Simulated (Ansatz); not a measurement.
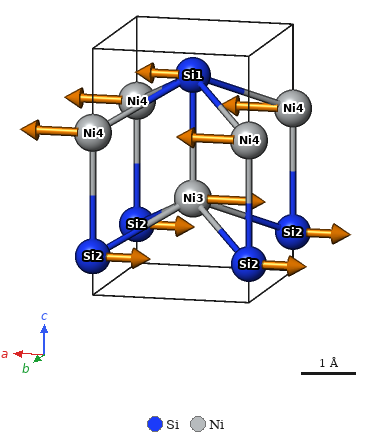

The lowest optical mode of crystalline SiNi, space group Pmmn (No. 59), at the zone centre. The orange arrows give the relative displacements of the atoms. Style: ball-and-stick. Shown: the cell of the calculation, from a free direction.

All numbers below come from DFT PBE, scalar-relativistic, plane waves, PAW in Ansatz.

Input file:
```yaml
crystal:
  lattice:
    - [3.0286104789, 0.0, 0.0]
    - [0.0, 3.2832079633, 0.0]
    - [0.0, 0.0, 4.7143288799]
  atoms:
    - { symbol: Si, position: [0.5, 0.5, 0.8430786165] }
    - { symbol: Si, position: [0.0, 0.0, 0.1569213835] }
    - { symbol: Ni, position: [0.5, 0.5, 0.3420589963] }
    - { symbol: Ni, position: [0.0, 0.0, 0.6579410037] }
basis:
  ecutwfc: 420
kpoints:
  mp_grid: { grid: [16, 14, 10] }
hamiltonian:
  xc: pbe
scf:
  occupations: { method: fermi_dirac, width: 0.15 }
output:
  eigenvalues: true
phonons:
  method: dfpt
  eigenvectors: true
```

Launched with:
```bash
ansatz run input.yaml --threads 1 --pin off --max-ram 2560MiB --backend cpu --events-out ev --progress --plain --runs-dir out
```

The frequencies depend somewhat on the k-mesh and the smearing.

Q: Is this crystal at a minimum with respect to the drawn distortion?

A: Yes: this softest mode has a real frequency, and so have all others here. That speaks for this wave vector alone: the rest of the zone wasn't checked in this run. This is the B₂g mode at 5.20 THz, the lowest optical level, Raman-active by symmetry. All motion is along a; atoms of one kind move against one another, with no net shift of any sublattice; it mainly bends the Ni–Si bonds; the kinetic energy is shared as Ni 78 %, Si 22 %.

Limits of the set-up: an element that often carries a moment was run without spin polarisation.
